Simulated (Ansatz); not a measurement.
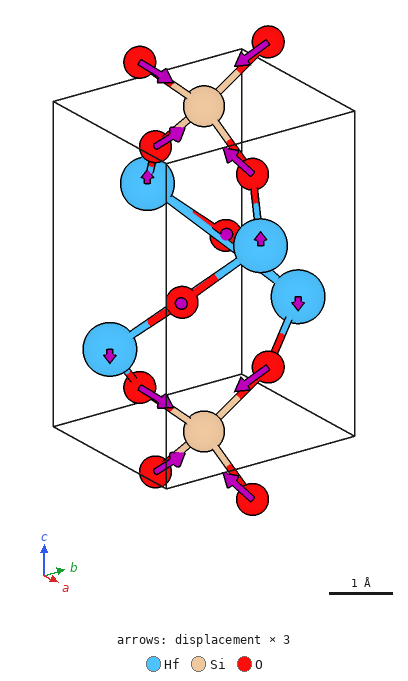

This is a relaxation of crystalline Hf$_{2}$SiO$_{6}$ (a generated structure, set up in C222) (coarse preliminary run). The starting structure is drawn; purple arrows show the displacements (the part carried along by the change of the cell is left out), 3 times their true length.

Style: ball-and-stick. Shown: the cell of the calculation, slightly off an axis.

Computed with DFT PBE, scalar-relativistic, plane waves, PAW in Ansatz 0.2.0. Settings: plane-wave cutoff 420 eV; k-point mesh 6 × 6 × 4; occupations gaussian; smearing width 0.1 eV; no spin polarisation; cell and atoms relaxed; force threshold 0.04 eV/Å; at most 70 steps.

Question: Atoms of which element are displaced furthest, and by how much?

Answer: Oxygen: up to 0.23 Å, against 0.08 Å for hafnium.

Question: What did the optimiser do to the structure, and how much energy did it gain?

Answer: The energy falls by 4123 meV per atom in 11 accepted moves (14 points after the start). Largest force component: 21 eV/Å at the start, 0.014 eV/Å at the end. Pressure: 196.93 GPa at the start and 0.01 GPa at the end. At 3 points the geometry stayed and the basis and grid were re-selected for the new cell (energy shift of 204 meV per atom at most each time). The largest moves relative to the cell, 0.23 Å, are those of O atoms. Largest moves by element: O 0.23 Å, Hf 0.08 Å. Si stays in place. The volume changes by +72.9 %, with a = b 4.860 → 5.738 Å (+18.1 %), c 5.322 → 6.424 Å (+20.7 %), γ 120.0° → 117.1°. Near-neighbour distances that change, for instance: Hf–Hf 3.009 → 3.778 Å, Hf–O 1.544 → 1.952 Å, O–Si 1.544 → 1.636 Å. Among the angles between lasting bonds that change: Hf–O–Si 153.9° → 159.7°, O–Hf–O 107.8° → 111.4°, O–Hf–O 110.7° → 108.1°. The space group stays C222 (No. 21). The run took 8.3 min on 1 thread of Intel(R) Xeon(R) Processor @ 2.70GHz, on a shared host, peak memory 0.63 GiB.
